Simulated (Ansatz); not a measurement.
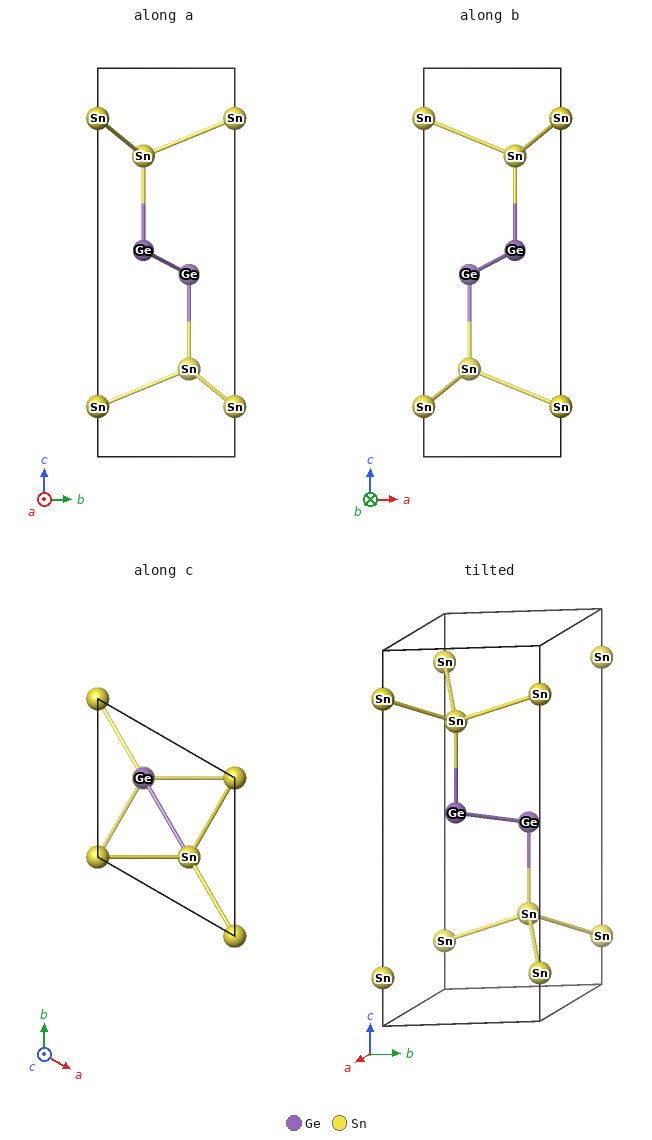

The image is a ball-and-stick drawing of a crystal, viewed along the a axis, along the b axis, along the c axis and slightly off an axis. The conventional unit cell is outlined; an atom on or near a face, edge or corner is repeated at each equivalent position.

Lattice parameters: a = 4.4546 Å, b = 4.4546 Å, c = 10.9319 Å, α = 90.000°, β = 90.000°, γ = 120.000°.

**From the views, write a CIF with its space group and independent sites, with free fractional coordinates to two decimals.**

```cif
data_structure
_symmetry_space_group_name_H-M 'P -3 m 1'
_symmetry_Int_Tables_number 164
_cell_length_a 4.4546
_cell_length_b 4.4546
_cell_length_c 10.9319
_cell_angle_alpha 90.000
_cell_angle_beta 90.000
_cell_angle_gamma 120.000
_cell_volume 187.86
loop_
_atom_site_label
_atom_site_type_symbol
_atom_site_symmetry_multiplicity
_atom_site_Wyckoff_symbol
_atom_site_fract_x
_atom_site_fract_y
_atom_site_fract_z
_atom_site_occupancy
Ge1 Ge 2 d 0.6667 0.3333 0.53 1
Sn1 Sn 2 d 0.3333 0.6667 0.23 1
Sn2 Sn 2 c 0.00 0.00 0.87 1
```

The structure comes from a structure type filled with these elements by a generator (whether the compound takes this form wasn't checked). Earlier steps of the study, as a rule a relaxation of our own, may have changed the cell and positions, so they can lie some per cent off the listed ones. It went into a calculation with Ansatz.
